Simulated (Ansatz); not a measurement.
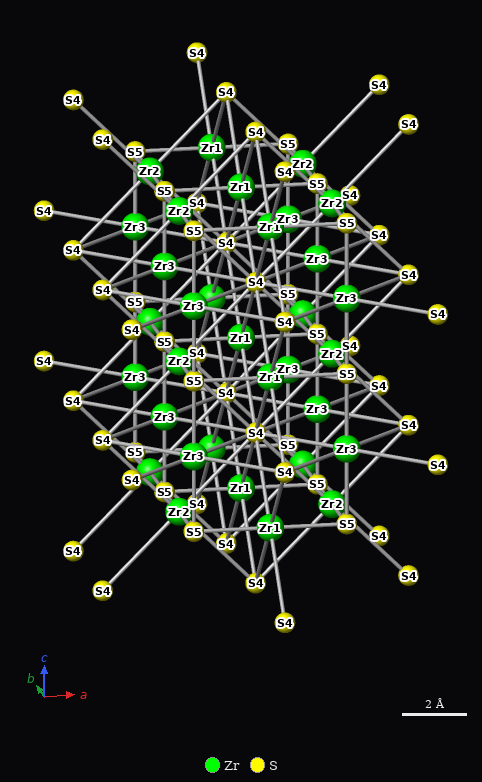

**Figure 1.** The input geometry of run A (ball-and-stick view of the cell of the calculation, repeated 1 × 2 × 2, seen slightly off an axis; bonded neighbours outside the cell are drawn too; atoms are numbered from 1 in the order of the input).

## Two runs on Zr$_{3}$S$_{2}$

System: Zr$_{3}$S$_{2}$ (Pm-3m, 5 atoms in the cell).
Method of run A: DFT PBE, scalar-relativistic, plane waves, PAW, no spin polarisation (Ansatz 0.2.0).

The structure was made by a generator, so it may or may not be a known phase. Text and figures count atoms from 1; the logs count them from 0 in places.

**The input, run A**
```yaml
crystal:
  lattice:
    - [4.91789513, 0.0, 0.0]
    - [0.0, 4.91789513, 0.0]
    - [0.0, 0.0, 4.91789513]
  atoms:
    - { symbol: Zr, position: [0.5, 0.0, 0.0] }
    - { symbol: Zr, position: [0.0, 0.5, 0.0] }
    - { symbol: Zr, position: [0.0, 0.0, 0.5] }
    - { symbol: S, position: [0.5, 0.5, 0.5] }
    - { symbol: S, position: [0.0, 0.0, 0.0] }
basis:
  ecutwfc: 420
kpoints:
  mp_grid: { grid: [4, 4, 4] }
hamiltonian:
  xc: pbe
scf:
  occupations: { method: gaussian, width: 0.1 }
  lower_state_search: "off"
output:
  forces: true
  stress: true
  eigenvalues: true
```

Launched with:
```bash
ansatz run input.yaml --threads 1 --pin off --max-ram 2560MiB --backend cpu --events-out ev --progress --plain --runs-dir out
```

Hardware: 1 thread of Intel Xeon @ 2.70GHz, 189 GiB of memory available, shared host.

**Output, shortened to warnings, some set-up lines, iterations and results (run A)**
```
Basis set: ecut = 420 eV, 2325 PW (Γ), exchange–correlation on 72×72×72 points (8 copies of the dense FFT grid, shifted against one another)
Symmetry: 48 space group operations
k-points: 10 of 64
Initial density: superposition of atomic densities (neutral atoms: chi_scale 0, normalization atom), corrected by the library's trained network
[...]
SCF iter   1: F=—  HF=-14356.618862 eV  |F-HF|=—  |Δ(HF+E_count)|=         —  Δρ=5.81e-3  dr2=4.67e-2  ethr=1.77e-3  ⟨swp⟩=5.0  Hψ=1197  notcnv=0
SCF iter   2: F=—  HF=-14356.612236 eV  |F-HF|=—  |Δ(HF+E_count)|=   6.63e-3  Δρ=3.30e-3  dr2=1.22e-2  ethr=9.72e-5  ⟨swp⟩=1.0  Hψ=370  notcnv=0
SCF iter   3: F=—  HF=-14356.612670 eV  |F-HF|=—  |Δ(HF+E_count)|=   4.34e-4  Δρ=8.62e-4  dr2=1.09e-3  ethr=2.55e-5  ⟨swp⟩=2.1  Hψ=424  notcnv=0
SCF iter   4: F=—  HF=-14356.612732 eV  |F-HF|=—  |Δ(HF+E_count)|=   6.18e-5  Δρ=1.97e-4  dr2=4.67e-5  ethr=2.28e-6  ⟨swp⟩=2.0  Hψ=351  notcnv=0
SCF iter   5: F=—  HF=-14356.613009 eV  |F-HF|=—  |Δ(HF+E_count)|=   2.78e-4  Δρ=4.05e-5  dr2=2.22e-6  ethr=9.74e-8  ⟨swp⟩=2.4  Hψ=472  notcnv=0
SCF iter   6: F=—  HF=-14356.613010 eV  |F-HF|=—  |Δ(HF+E_count)|=   7.69e-7  Δρ=9.27e-6  dr2=1.10e-7  ethr=4.62e-9  ⟨swp⟩=2.2  Hψ=386  notcnv=0
SCF iter   7: F=-14356.613010 eV  HF=-14356.613010 eV  |F-HF|=2.82e-9  |Δ(HF+E_count)|=   6.31e-8  Δρ=2.02e-6  dr2=6.25e-9  ethr=2.08e-10  ⟨swp⟩=5.2  Hψ=1060  notcnv=0
SCF 1 converged in 7 iterations: F = -14356.613010 eV  dr2 = 6.25e-9
SCF converged after 7 iterations
Free energy (F): -14356.613010 eV
Harris-Foulkes:  -14356.613010 eV  (|F-HF|=2.82e-9)
Internal energy: -14356.577970 eV  (E = F + TS)
E sigma→0 (E₀):  -14356.595490 eV
Entropy (-TS):   -0.035040 eV (-7.008 meV/atom)
Fermi energy:    10.616490 eV
--- Per-component energies (eV) ---
  E_band       = -398.851852
  E_kinetic    = 1208.377735
  E_local      = -2649.704213  (includes V_loc(G=0)·N_el)
  E_nonlocal   = 298.044257
  E_hartree    = 869.690844
  E_xc         = -676.092787
  E_vxc        = -743.753110  (∫ρ·V_xc dr)
  E_paw        = -10062.919249  (= ΣΔE_a)
  E_vpaw       = -251.198353  (= ΣTr[D̂ρ^β])
  E_aug_tail   = 0.000077  (compensation charges beyond the density's cutoff)
  E_ewald      = -3343.974635
  E_smearing   = -0.035040  (= −TS)
  E_closure    = -0.000000  (closes the sum)
  Σ components = -14356.613010   (vs F -14356.613010, Δ=0.00e0)
--- Forces (eV/Å), atoms counted from 1 ---
  atom   1  Zr    -0.00000000    -0.00000000    -0.00000000
  atom   2  Zr     0.00000000     0.00000000    -0.00000000
  atom   3  Zr     0.00000000     0.00000000     0.00000000
  atom   4  S      0.00000000    -0.00000000     0.00000000
  atom   5  S     -0.00000000     0.00000000     0.00000000
  max |Σ_I F_I| component: 3.10e-29 eV/Å
--- Stress (GPa, compression-positive) ---
       -6.208817       0.000000       0.000000
        0.000000      -6.208817      -0.000000
        0.000000      -0.000000      -6.208817
  P = ⅓ Tr σ = -6.2088 GPa (-62.088 kbar)
```

For run B the input was changed thus:
```diff
-    - [4.91789513, 0.0, 0.0]
-    - [0.0, 4.91789513, 0.0]
-    - [0.0, 0.0, 4.91789513]
+    - [4.8004631402, 0.0, 0.0]
+    - [0.0, 4.8004631402, 0.0]
+    - [0.0, 0.0, 4.8004631402]
-    - { symbol: Zr, position: [0.5, 0.0, 0.0] }
-    - { symbol: Zr, position: [0.0, 0.5, 0.0] }
-    - { symbol: Zr, position: [0.0, 0.0, 0.5] }
+    - { symbol: Zr, position: [0.5, 0.0, 0.0], spin: 1.0 }
+    - { symbol: Zr, position: [0.0, 0.5, 0.0], spin: 1.0 }
+    - { symbol: Zr, position: [0.0, 0.0, 0.5], spin: 1.0 }
+  populations: true
+magnetization:
+  spin_polarized: true
```

What does this change do to the results?

With the same functional and potentials, run B lies 35.6 meV per atom lower. The pressure goes from −6.21 to −0.27 GPa. The volume per atom goes from 23.79 to 22.12 Å³. With spin allowed, the absolute moment of the cell comes to 0.00 μB. The SCF takes 17 iterations against 7. The plane waves at Γ go from 2325 to 2109. On the same kind of shared host run B took about 4 times as long. The two runs start from different initial densities, which also moves the count.

**Output, shortened to warnings, some set-up lines, iterations and results (run B)**
```
WARN: the starting moments were not kept: the SCF closed with an absolute magnetisation of 1.7e-4 μB, where they sum to 3 μB in size (3 sites). That is at most 0.1 of that sum. Measured as dr2_m measures the in/out step, that magnetisation stands 9.9e-10 eV from none, at or under the dr2_threshold of 1.0e-7 eV: it is no larger than a step whose dr2_m would equal this threshold. The system may …
Basis set: ecut = 420 eV, 2109 PW (Γ), exchange–correlation on 72×72×72 points (8 copies of the dense FFT grid, shifted against one another)
Symmetry: 48 space group operations
k-points: 10 of 64
Initial density: superposition of atomic densities (chi_scale 0.1, normalization cell, long waves kept (reshape's long-wave potential 0.00 eV rms))
[...]
SCF iter   1: F=—  HF=-14358.608203 eV  |F-HF|=—  |Δ(HF+E_count)|=         —  Δρ=4.16e-2 (↑3.11e-2 ↓4.16e-2)  dr2=1.09e1  dr2_m=5.43e-1  M=1.575 μB ∫|m|=1.617 μB  β_m=0.30  …
SCF iter   2: F=—  HF=-14357.404377 eV  |F-HF|=—  |Δ(HF+E_count)|=    1.20e0  Δρ=2.76e-2 (↑2.05e-2 ↓2.76e-2)  dr2=3.91e0  dr2_m=3.18e-1  M=1.422 μB ∫|m|=1.448 μB  β_m=0.30  …
SCF iter   3: F=—  HF=-14356.774195 eV  |F-HF|=—  |Δ(HF+E_count)|=   6.30e-1  Δρ=1.61e-2 (↑1.61e-2 ↓1.57e-2)  dr2=3.50e-1  dr2_m=2.19e-1  M=1.028 μB ∫|m|=1.069 μB  β_m=0.30  …
SCF iter   4: F=—  HF=-14356.710737 eV  |F-HF|=—  |Δ(HF+E_count)|=   6.35e-2  Δρ=1.13e-2 (↑1.13e-2 ↓1.08e-2)  dr2=2.28e-2  dr2_m=1.19e-1  M=0.979 μB ∫|m|=1.006 μB  β_m=0.30  …
SCF iter   5: F=—  HF=-14356.733610 eV  |F-HF|=—  |Δ(HF+E_count)|=   2.29e-2  Δρ=8.46e-3 (↑8.40e-3 ↓8.46e-3)  dr2=3.94e-3  dr2_m=7.04e-2  M=0.854 μB ∫|m|=0.881 μB  β_m=0.30  …
[... 8 lines ...]
SCF iter  14: F=—  HF=-14356.791118 eV  |F-HF|=—  |Δ(HF+E_count)|=   1.56e-5  Δρ=2.09e-5 (↑1.87e-5 ↓2.09e-5)  dr2=2.22e-7  dr2_m=3.63e-7  M=0.028 μB ∫|m|=0.029 μB  β_m=0.99  …
SCF iter  15: F=-14356.791126 eV  HF=-14356.791126 eV  |F-HF|=1.55e-8  |Δ(HF+E_count)|=   8.41e-6  Δρ=4.73e-6 (↑3.49e-6 ↓4.73e-6)  dr2=3.10e-8  dr2_m=1.13e-8  M=0.003 μB …
SCF iter  16: F=-14356.791126 eV  HF=-14356.791126 eV  |F-HF|=1.80e-9  |Δ(HF+E_count)|=   1.08e-7  Δρ=9.94e-7 (↑9.94e-7 ↓7.33e-7)  dr2=5.05e-10  dr2_m=6.35e-10  M=-0.000 μB …
SCF iter  17: F=-14356.791126 eV  HF=-14356.791126 eV  |F-HF|=1.31e-10  |Δ(HF+E_count)|=   2.95e-9  Δρ=2.27e-7 (↑2.27e-7 ↓2.06e-7)  dr2=2.61e-11  dr2_m=3.96e-11  M=0.000 μB …
SCF 1 converged in 17 iterations: F = -14356.791126 eV  dr2 = 2.61e-11
SCF converged after 17 iterations
Magnetization: 0.0002 μB (24.0001 up, 23.9999 down)
Absolute magnetization: 0.0002 μB (∫|ρ↑−ρ↓|, with the PAW one-centre terms)
Spin contamination: 0.0000 ħ² per cell (⟨S²⟩ above its minimum at these occupations)
Per-site moments (μB) at R_I (Å): [(1.73113893971736e-5, 0.99009552266625), (1.7311389397021742e-5, 0.99009552266625), (1.7311389397192087e-5, 0.99009552266625), (2.7730104193012004e-6, 1.400206516199489), (9.709986635355053e-7, 0.99009552266625)]
Free energy (F): -14356.791126 eV
Harris-Foulkes:  -14356.791126 eV  (|F-HF|=1.31e-10)
Internal energy: -14356.757241 eV  (E = F + TS)
E sigma→0 (E₀):  -14356.774183 eV
Entropy (-TS):   -0.033886 eV (-6.777 meV/atom)
Fermi energy:    11.678146 eV
--- Per-component energies (eV) ---
  E_band       = -349.816961
  E_kinetic    = 1217.581869
  E_local      = -2542.074520  (includes V_loc(G=0)·N_el)
  E_nonlocal   = 298.089733
  E_hartree    = 838.349697
  E_xc         = -679.629901
  E_vxc        = -748.516332  (∫ρ·V_xc dr)
  E_paw        = -10063.297122  (= ΣΔE_a)
  E_vpaw       = -251.597245  (= ΣTr[D̂ρ^β])
  E_aug_tail   = 0.000077  (compensation charges beyond the density's cutoff)
  E_ewald      = -3425.777074
  E_smearing   = -0.033886  (= −TS)
  E_closure    = 0.000000  (closes the sum)
  Σ components = -14356.791126   (vs F -14356.791126, Δ=0.00e0)
--- Forces (eV/Å), atoms counted from 1 ---
  atom   1  Zr     0.00000000    -0.00000000    -0.00000000
  atom   2  Zr     0.00000000     0.00000000     0.00000000
  atom   3  Zr     0.00000000     0.00000000     0.00000000
  atom   4  S      0.00000000     0.00000000     0.00000000
  atom   5  S     -0.00000000     0.00000000     0.00000000
  max |Σ_I F_I| component: 4.80e-29 eV/Å
--- Stress (GPa, compression-positive) ---
       -0.269432       0.000000       0.000000
       -0.000000      -0.269432       0.000000
        0.000000       0.000000      -0.269432
  P = ⅓ Tr σ = -0.2694 GPa (-2.694 kbar)
--- Löwdin populations: 5 sites ---
  site symbol       q [e]    m [muB]
     0     Zr     11.7574     0.0001
     1     Zr     11.7574     0.0001
     2     Zr     11.7574     0.0001
     3      S      6.4308     0.0000
     4      S      5.8200    -0.0000
  spilling = 0.009936 (of n_electrons = 48.000000)
```

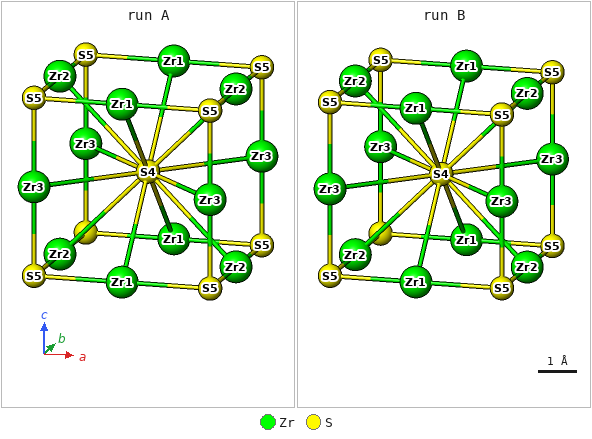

**Figure 2.** The two input geometries at one scale (ball-and-stick view of the cell of the calculation, seen slightly off an axis). No atom moves by more than 0.005 Å relative to the cell. The drawn cell changes as follows: a = b = c 4.918 → 4.800 Å (−2.4 %); the volume changes by −7.0 %. Among the contacts that change: Zr1–S4 3.477 → 3.394 Å, Zr1–S5 2.459 → 2.400 Å.

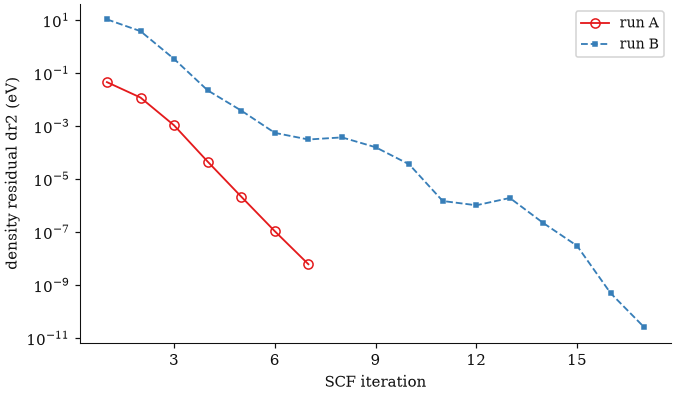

**Figure 3.** Convergence of the two runs: density residual dr2 against the SCF iteration. Run A takes 7 iterations in all, and run B takes 17.

**The two runs side by side**

| quantity | run A | run B |
| --- | --- | --- |
| outcome | converged | converged |
| free energy per atom (eV) | −2871.3226 | −2871.3582 |
| energy per atom, smearing taken to zero (eV) | −2871.3191 | −2871.3548 |
| gap on the mesh (eV) | 0.00 | 0.00 |
| pressure (GPa) | −6.21 | −0.27 |
| volume per atom (Å³) | 23.79 | 22.12 |
| largest force (eV/Å) | 0.000 | 0.000 |
| SCF iterations | 7 | 17 |
| irreducible k-points | 10 | 10 |
| plane waves at Γ | 2325 | 2109 |
| net moment of the cell (μB) | – | 0.00 |
| absolute moment of the cell (μB) | – | 0.00 |
| wall time (shared host) | 2.3 s | 9.1 s |

For run A: The cell is under a tension of 6.2 GPa at this level, so it is not at its equilibrium volume. For run B: Warnings: some starting moments were not kept.
